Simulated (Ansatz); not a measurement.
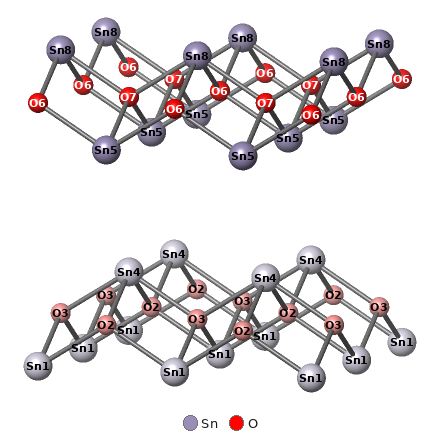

The system is a bilayer of two SnO sheets, the upper one turned by 180 degrees about the normal (8 atoms in the cell); the picture shows the reference structure; the lower layer is drawn fainter. 
- The upper layer of a bilayer is slid along a line and lifted, both layers rigid.
- First axis: slide of the upper layer along the first surface vector, from Sn5 above Sn4. Second axis: distance between the facing planes of atoms.
- Grid: 6 × 6 points; 24 points were computed and 12 follow by symmetry.
- Points are written as (first, second).
- Energies: meV/Å², counted from the lowest grid point.
- Level of theory: DFT PBE+D3(BJ), scalar-relativistic, plane waves, PAW in Ansatz 0.2.0. Settings: cutoff 420 eV, k-mesh 7×7×1, gaussian smearing 0.05 eV, no spin polarisation.

Its coordinates:

```xyz
8
Lattice="3.8202 0.0003 0.0000 -0.0003 3.8202 0.0000 0.0000 0.0000 22.2261" Properties=species:S:1:pos:R:3 pbc="T T T"
Sn    3.8196    3.8202    4.5000
O     3.8198    1.9102    5.6815
O     1.9096    3.8201    5.6815
Sn    1.9097    1.9100    6.8630
Sn    3.8198    1.9102   10.3630
O     3.8196    3.8202   11.5446
O     5.7299    1.9103   11.5446
Sn    5.7297    3.8204   12.7261
```

Range: slide of the upper layer along the first surface vector from 0.00 to 3.18 Å; distance between the facing planes of atoms from 3.50 to 5.30 Å.

### Predict the map.

The lowest grid point is at (1.91 Å, 3.50 Å). No other kind of well shows on this grid. The highest grid point, (0.00 Å, 3.50 Å), lies 23.3 meV/Å² above the lowest. On the interpolated surface the easiest way out of the lowest well to its copy in the next cell or period passes a barrier of about 5.3 meV/Å².

```
second ↓, first →  0.00  0.64  1.27  1.91  2.55  3.18
             5.30   7.0   7.0   6.9   6.8   6.9   7.0
             4.70   5.4   5.1   4.6   4.3   4.6   5.1
             4.30   5.4   4.6   3.0   2.2   3.0   4.6
             4.02   7.4   5.6   2.4   0.9   2.4   5.6
             3.77  12.1   8.8   2.7   0.0   2.7   8.8
             3.50  23.3  16.4   4.9   0.0   4.9  16.4
```

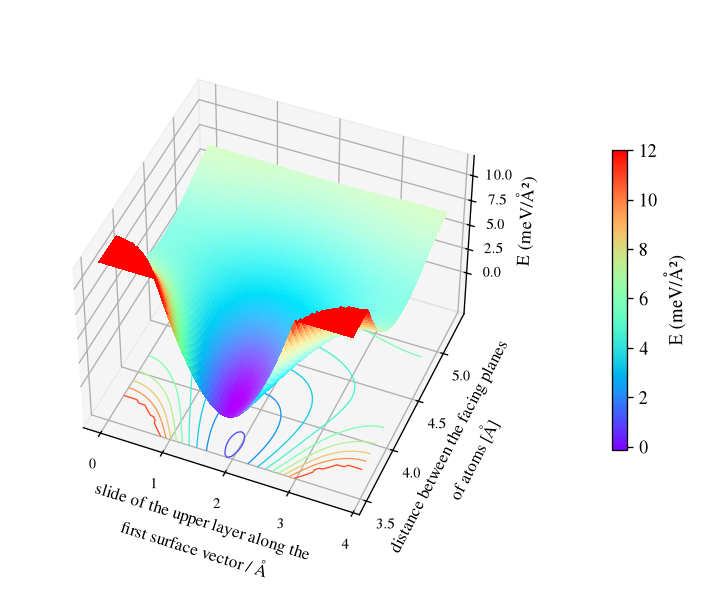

Drawn: a relief with its contours projected below, any walls above the top of the colour scale cut off. Between grid points the surface is interpolated.

Time for the 24 points that were run: 11 min on 2 threads of Intel(R) Xeon(R) Processor @ 2.50GHz (Skylake/Cascade Lake) (shared host).

PAW datasets: the set soft_1.
